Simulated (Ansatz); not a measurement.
**Starting-point dependence of the GW gap of YVO4 (I4_1/amd)**

How much of the starting functional survives in the G0W0 gap of YVO4 (I4_1/amd)?

Method: G0W0 on several functionals, plane waves, PAW, in Ansatz 0.2.0.

## 1. Set-up

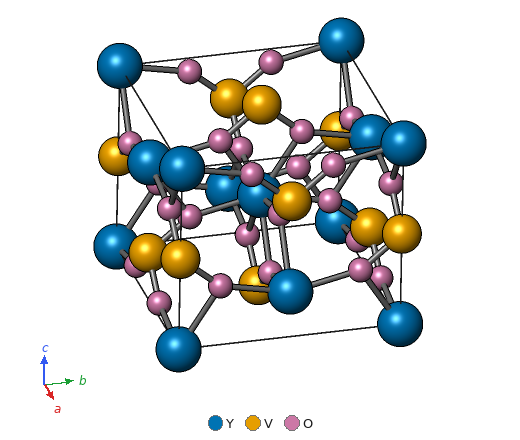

The cell as given, slightly off an axis (yttrium blue, vanadium orange, oxygen pink). This picture shows the conventional cell, with its axes. Some periodic images of atoms are drawn too.

The cell and positions come from the Crystallography Open Database and are kept as given unless a step says otherwise. The default PAW set here is soft_2. Its files were made with PBE.

## 2. G0W0 on LDA

G0W0 replaces the xc potential by the self-energy, built once from these orbitals. Only a window of levels is corrected, while the sums run over the empty bands that the input names.

This step: G0W0 on LDA, plane waves, PAW.

input.yaml reads:

```yaml
crystal:
  lattice:
    - [-3.55915, 3.55915, 3.14465]
    - [3.55915, -3.55915, 3.14465]
    - [3.55915, 3.55915, -3.14465]
  atoms:
    - { symbol: "Y", position: [0.75, 0.25, 0.5] }
    - { symbol: "Y", position: [0.0, 0.0, 0.0] }
    - { symbol: V, position: [0.5, 0.5, 0.0] }
    - { symbol: V, position: [0.25, 0.75, 0.5] }
    - { symbol: O, position: [0.51, 0.3258, 0.1842] }
    - { symbol: O, position: [0.0758, 0.3916, 0.3158] }
    - { symbol: O, position: [0.1416, 0.3258, 0.8158] }
    - { symbol: O, position: [0.0758, 0.76, 0.6842] }
    - { symbol: O, position: [0.24, 0.9242, 0.3158] }
    - { symbol: O, position: [0.6742, 0.49, 0.8158] }
    - { symbol: O, position: [0.6084, 0.9242, 0.6842] }
    - { symbol: O, position: [0.6742, 0.8584, 0.1842] }
kpoints:
  mp_grid: { grid: [4, 4, 4] }
hamiltonian:
  xc: lda
scf:
  occupations: { method: fixed }
gw:
  n_empty_bands: 340
  ecut_chi: 96
  qp_bands: [v4, c4]
  qp_kpoints: band_edges
  screening: { model: contour_deformation }
```

Started as:

```sh
$ ansatz run input.yaml --threads 3 --pin off --max-ram 92160MiB --backend cuda --events-out ev --progress --plain --runs-dir out --devices 1 --max-vram 13GiB
```

Numbers of over 12 decimals in the logs are rounded to 6 here.

Log:

```text
GPUs: using 1 of 1 available (devices: 1).
Engine: ansatz 0.2.0, x86_64-unknown-linux-gnu
Pseudopotentials: kind: paw
Pseudopotential: Y, paw, valence charge 11, recommended cutoff 420 eV (normal), Y.paw.azcp
Pseudopotential: V, paw, valence charge 13, recommended cutoff 420 eV (normal), V.paw.azcp
Pseudopotential: O, paw, valence charge 6, recommended cutoff 420 eV (normal), O.paw.azcp
Functional definition: SPW92
  exchange = slater_x
  correlation = pw_c
device memory: the entry about to start is reckoned to put 3.1 GiB on a device that reports 50.2 GiB free (of which the cap on the GPU budget leaves the run 13.0 GiB)
GPU FFT provider: cuFFT
GPU libraries: cuBLAS 13.8.2, cuFFT 12.4.0, cuSOLVER 12.3.4
Crystal: 12 atoms, lattice volume = 159.340 Å³
Basis set: ecut = 420 eV, 3111 PW (Γ)
Bands: 60, of which v1, the nominal top of the filled ones, is band 48 counted from 1 (47 counted from 0)
Symmetry: 16 space group operations
Space group: I41/amd (ITA 141), of the structure as read, at distance tolerance 5.4e-5 Å
k-points: 13 of 64
Non-local potential: Y, projectors of the file, l = 0: 3, l = 1: 2, l = 2: 2, l = 3: 1
Non-local potential: V, projectors of the file, l = 0: 3, l = 1: 2, l = 2: 3, l = 3: 1
Non-local potential: O, projectors of the file, l = 0: 2, l = 1: 2, l = 2: 1
PAW form: soft (Blöchl's): semilocal exchange-correlation on the pseudo side does not see the compensation charge
PAW frozen core: Y, regenerated for the run's functional, and the local potential with it (the file was generated under x = pbe(κ = 0.804, μ = 0.219515), c = pbe(β = 0.066725))
PAW frozen core: V, regenerated for the run's functional, and the local potential with it (the file was generated under x = pbe(κ = 0.804, μ = 0.219515), c = pbe(β = 0.066725))
PAW frozen core: O, regenerated for the run's functional, and the local potential with it (the file was generated under x = pbe(κ = 0.804, μ = 0.219515), c = pbe(β = 0.066725))
PAW one-centre angular grid: Y, 590 points (default); XC on 64 Gauss nodes
PAW one-centre angular grid: V, 590 points (default); XC on 64 Gauss nodes
PAW one-centre angular grid: O, 110 points (default); XC on 64 Gauss nodes
Initial density: superposition of atomic densities (neutral atoms: chi_scale 0, normalization atom), corrected by the library's trained network
Initial wavefunctions: pseudopotential atomic-orbital guess
GPU buffer pool allocated for 64000 grid points (all kernels)
GPU transforms: local potential and band sums: pruned to the plane-wave sphere, on 40×40×40
Functional: x = slater, c = lda
SCF iter   1: F=—  HF=-17671.010120 eV  |F-HF|=—  |Δ(HF+E_count)|=         —  Δρ=1.81e-2  dr2=4.81e-1  ethr=1.77e-3  ⟨swp⟩=3.3  Hψ=2349  notcnv=0  defer=115
preconditioner: auto → Resta (q_TF=auto, 2.507 Å⁻¹)  ε∞=5.1  [insulator: Δε(μ)=2.667 eV  Ē_g=12.666 eV  n_scr=46 (ndim 8)  ℏωp=25.6 eV  f_vac=0.072  ε∞_Penn≈5.1]
SCF iter   2: F=—  HF=-17670.943801 eV  |F-HF|=—  |Δ(HF+E_count)|=   6.63e-2  Δρ=1.35e-2  dr2=3.03e-1  ethr=5.02e-4  ⟨swp⟩=2.0  Hψ=1273  notcnv=0  defer=106
SCF iter   3: F=—  HF=-17670.906733 eV  |F-HF|=—  |Δ(HF+E_count)|=   3.71e-2  Δρ=3.96e-3  dr2=2.54e-2  ethr=3.16e-4  ⟨swp⟩=2.0  Hψ=1033  notcnv=0  defer=105
SCF iter   4: F=—  HF=-17670.902520 eV  |F-HF|=—  |Δ(HF+E_count)|=   4.21e-3  Δρ=1.53e-3  dr2=2.61e-3  ethr=2.64e-5  ⟨swp⟩=2.0  Hψ=1006  notcnv=0  defer=129
SCF iter   5: F=—  HF=-17670.901986 eV  |F-HF|=—  |Δ(HF+E_count)|=   5.34e-4  Δρ=2.52e-4  dr2=1.13e-4  ethr=2.72e-6  ⟨swp⟩=2.4  Hψ=1001  notcnv=0  defer=130
SCF iter   6: F=—  HF=-17670.901989 eV  |F-HF|=—  |Δ(HF+E_count)|=   2.57e-6  Δρ=4.95e-5  dr2=4.54e-6  ethr=1.17e-7  ⟨swp⟩=2.2  Hψ=986  notcnv=0  defer=100
SCF iter   7: F=—  HF=-17670.901989 eV  |F-HF|=—  |Δ(HF+E_count)|=   3.10e-8  Δρ=1.32e-5  dr2=4.20e-7  ethr=4.73e-9  ⟨swp⟩=2.0  Hψ=1065  notcnv=0  defer=100
SCF iter   8: F=-17670.901989 eV  HF=-17670.901989 eV  |F-HF|=2.27e-9  |Δ(HF+E_count)|=   1.04e-8  Δρ=2.21e-6  dr2=1.01e-8  ethr=1.04e-10  ⟨swp⟩=9.5  Hψ=2576  notcnv=0
SCF 1 converged in 8 iterations: F = -17670.901989 eV  dr2 = 1.01e-8
  greatest PAW one-centre occupation: 1.000 electrons in one spin orbital (limit 2), on the V atom at site 3 (counted from 0), in its partial waves of l = 0
device memory: the entry about to start is reckoned to put 3.9 GiB (of the 4.0 GiB reckoned in all, the device holds 0.1 GiB already) on a device that reports 49.4 GiB free (of which the cap on the GPU budget leaves the run 13.0 GiB)
NSCF: frozen V_eff on 13 k-points
the band table was solved once the SCF had ended and its energy, with any forces and stress, was formed, with the checks that follow a solve (2793 applications of the Hamiltonian). They found nothing against the state; the energy, forces and stress were not computed again (output.eigenvalues in the input reference)
device memory: the entry about to start is reckoned to put 4.7 GiB on a device that reports 49.4 GiB free (of which the cap on the GPU budget leaves the run 13.0 GiB)
NSCF: frozen V_eff on 13 k-points
G₀W₀ screening: q 1/13
[... further progress lines ...]
device memory: the entry about to start is reckoned to put 0.9 GiB on a device that reports 48.4 GiB free (of which the cap on the GPU budget leaves the run 13.0 GiB)
NSCF: frozen V_eff on 1 k-points
SCF converged after 8 iterations
Free energy (F): -17670.901989 eV
Harris-Foulkes:  -17670.901989 eV  (|F-HF|=2.27e-9)
Internal energy: -17670.901989 eV  (E = F + TS)
E sigma→0 (E₀):  -17670.901989 eV
Fermi energy:    5.926206 eV
--- Per-component energies (eV) ---
  E_band       = -874.911853
  E_kinetic    = 2672.640542
  E_local      = -7308.548008  (includes V_loc(G=0)·N_el)
  E_nonlocal   = 413.017861
  E_hartree    = 2807.050402
  E_xc         = -1181.342811
  E_vxc        = -1471.714606  (∫ρ·V_xc dr)
  E_paw        = -8742.276754  (= ΣΔE_a)
  E_vpaw       = -794.433355  (= ΣTr[D̂ρ^β])
  E_aug_tail   = 0.020613  (compensation charges beyond the density's cutoff)
  E_ewald      = -6333.590677
  E_core_change = 2.126843  (= ΣΔE_core)
  E_smearing   = -0.000000  (= −TS)
  E_closure    = -0.000000  (closes the sum)
  Σ components = -17670.901989   (vs F -17670.901989, Δ=0.00e0)
--- Band table (eV; the first three rows and the last of 13) ---
  k-point 0: bands = [... 44 lower, 5.5178, 5.5221, 5.5221, 5.9262, 8.7779, 9.5038, 9.7311, 9.7906, ... 8 higher]
  k-point 1: bands = [... 44 lower, 5.3264, 5.3958, 5.5413, 5.7947, 9.0431, 9.5108, 9.6253, 9.8678, ... 8 higher]
  k-point 2: bands = [... 44 lower, 5.1414, 5.1414, 5.5583, 5.5583, 9.4863, 9.4863, 9.6665, 9.6665, ... 8 higher]
  k-point 12: bands = [... 44 lower, 5.1005, 5.1005, 5.3561, 5.3561, 9.5459, 9.5459, 9.8507, 9.8507, ... 8 higher]
--- G₀W₀: contour deformation, 6 samples at zero and on the imaginary axis and 2 off it, 64 q-points, 340 empty bands' worth ---
  eigenvalues of the whole cell's RPA ε∞ on this k-mesh (on a slab, of 1 + 4πα/V) = 3.8938, 3.8938, 4.7594; static W/v taken at q = 0 is 0.239771
  gw.qp_kpoints: band_edges: 11 of 13 stored k-points solved, in 1 pass; an edge of the gap read off the rows below is read off those points alone
    valence top: of the k-points left out ik 11 came nearest to being solved in a further pass, in band 47 (counted from 1, as in the quasiparticle table): it holds the edge there only if its correction is more favourable than any solved in that band by at least 0.507 eV; those differ by 0.069 eV
    conduction bottom: of the k-points left out ik 11 came nearest to being solved in a further pass, in band 49 (counted from 1, as in the quasiparticle table): it holds the edge there only if its correction is more favourable than any solved in that band by at least 0.744 eV; those differ by 0.152 eV
    ik  band        ε_KS         Σx   Σc(E_QP)       V_xc       Z   E_QP_lin       E_QP  E_QP is
     0    45      5.5178   -25.5791     4.5140   -20.7111  0.7382     5.1618     5.1638  root
     0    46      5.5221   -25.2518     4.4705   -20.4162  0.7380     5.1549     5.1570  root
     0    47      5.5221   -25.2518     4.4705   -20.4162  0.7380     5.1549     5.1570  root
     0    48      5.9262   -25.5011     4.5198   -20.6146  0.7354     5.5574     5.5595  root
     0    49      8.7779   -14.6284    -5.7540   -22.3034  0.7549    10.7567    10.6989  root
     0    50      9.5038   -16.4859    -6.3756   -24.9745  0.7342    11.7043    11.6168  root
     0    51      9.7311   -16.5287    -5.9926   -24.5802  0.7342    11.8742    11.7900  root
     0    52      9.7906   -16.7075    -5.6760   -24.3854  0.7303    11.8726    11.7925  root
     1    45      5.3264   -24.9871     4.3902   -20.2391  0.7365     4.9665     4.9685  root
     1    46      5.3958   -25.1139     4.4932   -20.2401  0.7364     5.0129     5.0152  root
     1    47      5.5413   -25.3466     4.5341   -20.4358  0.7356     5.1623     5.1646  root
     1    48      5.7947   -25.3797     4.5357   -20.4653  0.7351     5.4137     5.4159  root
     1    49      9.0431   -15.0145    -5.7142   -22.6549  0.7504    11.0305    10.9692  root
     1    50      9.5108   -16.4144    -6.2752   -24.7824  0.7355    11.6883    11.6036  root
     1    51      9.6253   -16.2272    -5.9919   -24.2659  0.7377    11.7523    11.6722  root
     1    52      9.8678   -17.0666    -5.7664   -24.8526  0.7258    11.9723    11.8873  root
     2    45      5.1414   -25.0041     4.5481   -20.0537  0.7334     4.7364     4.7392  root
     2    46      5.1414   -25.0041     4.5481   -20.0537  0.7334     4.7364     4.7392  root
     2    47      5.5583   -25.1786     4.5542   -20.2294  0.7343     5.1608     5.1634  root
     2    48      5.5583   -25.1786     4.5542   -20.2294  0.7343     5.1608     5.1634  root
     2    49      9.4863   -15.9922    -6.0344   -24.0609  0.7400    11.5973    11.5205  root
     2    50      9.4863   -15.9922    -6.0344   -24.0609  0.7400    11.5973    11.5205  root
     2    51      9.6665   -16.4482    -5.8479   -24.3036  0.7334    11.7529    11.6740  root
     2    52      9.6665   -16.4482    -5.8479   -24.3036  0.7334    11.7529    11.6740  root
[...]
10    45      5.2453   -24.8777     4.5997   -19.8563  0.7320     4.8205     4.8236  root
    10    46      5.2999   -25.1790     4.4963   -20.3042  0.7353     4.9191     4.9215  root
    10    47      5.4740   -25.3662     4.5120   -20.4804  0.7375     5.0980     5.1002  root
    10    48      5.6481   -25.2632     4.5289   -20.3520  0.7352     5.2635     5.2658  root
    10    49      9.2813   -15.4934    -5.7112   -23.1454  0.7446    11.2888    11.2220  root
    10    50      9.5023   -16.3594    -6.2195   -24.6652  0.7366    11.6719    11.5886  root
    10    51      9.5855   -16.2471    -6.0378   -24.3405  0.7381    11.7213    11.6411  root
    10    52      9.9089   -17.2269    -5.8049   -25.0576  0.7236    12.0225    11.9348  root
```

Elapsed: 58 s, on 1 × NVIDIA H100 80GB HBM3 (shared by 6 runs) with 3 threads of AMD EPYC 7R13 (Zen 3), shared host; peak memory 1.7 GiB; 93 s of CPU time.

Numbers from this step:

- bands summed: 388
- RPA ε∞ on this mesh (eigenvalues): 3.894, 3.894, 4.759
- plane waves in the screening matrix: 349
- q-points in the mesh: 64
- G0W0 gap on the mesh: 5.139 eV
- k of the valence top: 0, 0, 0
- k of the conduction bottom: 0, 0, 0
- starting gap on the mesh: 2.852 eV
- Z at the valence top: 0.7354
- Z at the conduction bottom: 0.7549
- least direct G0W0 gap on the computed points: 5.139 eV

The gap on the mesh goes from 2.85 eV to 5.14 eV, a correction of +2.29 eV. Between the two edge states, bare exchange in place of the xc potential would open the gap by 12.56 eV, and correlation takes back 10.27 eV.

(Continued in part 2 of 2.)

[Paths, hosts, dates, memory and timing lines, banners, echoed tables and standing remarks are left out of the program output.]

[Logs are printed without paths, hosts, clocks, repeated set-up lines and the standing remarks that a program may print on its own settings, such as how far it seeks lower states.]

[Runs of the session that timed out or met a known fault of the program may be left out.]

[Cells called generated may have been cut or substituted from an entry of the Crystallography Open Database or the Materials Project.]

[Hosts, paths, dates, database ids (printed as entryN), source tags and the programs' standing remarks are cut or masked in the printed files.]
